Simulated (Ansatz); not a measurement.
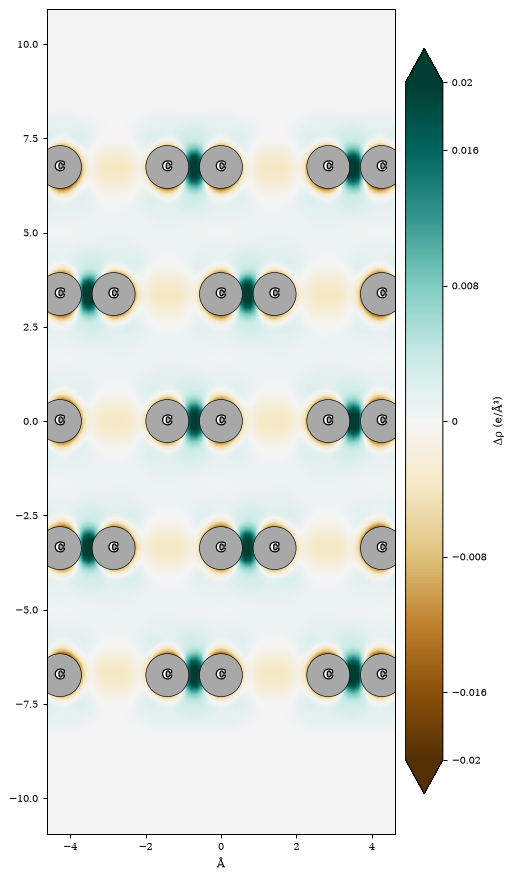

C (slab). Difference of the valence pseudo-densities of two functionals at the same geometry, on the (110) plane of the calculation cell, a cut from vacuum to vacuum: r2SCAN less PBE.

Both computed with Ansatz (plane waves, PAW), on the same k-point mesh. Grey discs cover the atomic cores.

Question: What does the difference map show?

Answer: Against PBE, r2SCAN gives more density around C (+0.006 e/Å³ on average at 0.8 Å from the nucleus) and a change of +0.029 e/Å³ at the midpoint of C–C.
